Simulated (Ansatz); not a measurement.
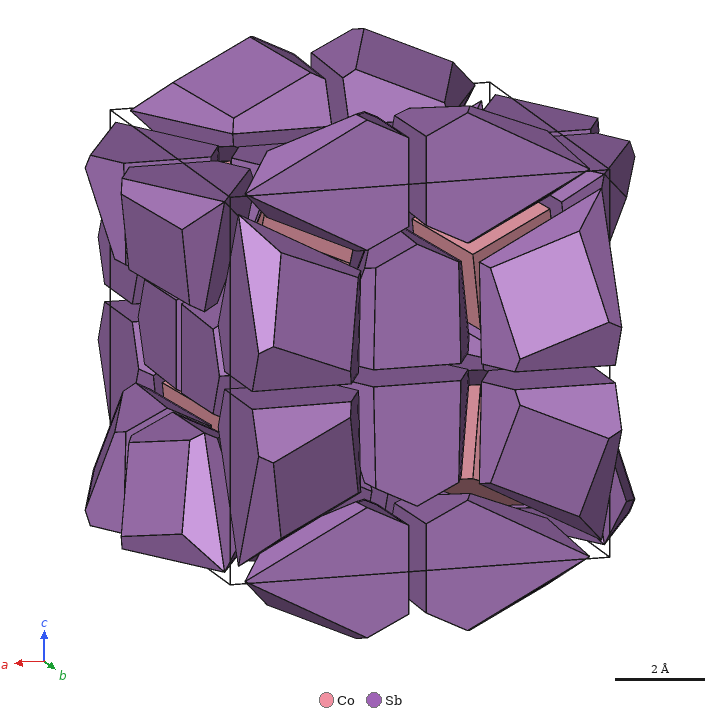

Computed Voronoi cells of the atoms in the unit cell of CoSb₃ (space group Im-3 (No. 204), a = 9.003 Å, b = 9.003 Å, c = 9.003 Å, α = 90.00°, β = 90.00°, γ = 90.00°), coloured by the element inside, shrunk a little to part them. Source: coordinates from a relaxation with DFT PBE+D3(BJ), scalar-relativistic, plane waves, PAW (Ansatz).

```json
{"site": "Co", "Wyckoff": "8c", "x": "0.2500", "y": "0.2500", "z": "0.2500"}
{"site": "Sb", "Wyckoff": "24g", "x": "0.0000", "y": "0.3335", "z": "0.1591"}
```

**Rank the elements by the mean volume of their Voronoi cells.**

Sb: 25.1 Å³ per atom, 83 % of the volume; Co: 16.0 Å³ per atom, 17 % of the volume. The partition uses no radii, so it reflects positions alone and not ionic sizes.

**What shape is the cell of Co?**

Topologically a cube (six four-edged faces); index ⟨0,6,0,0⟩, 6 faces.
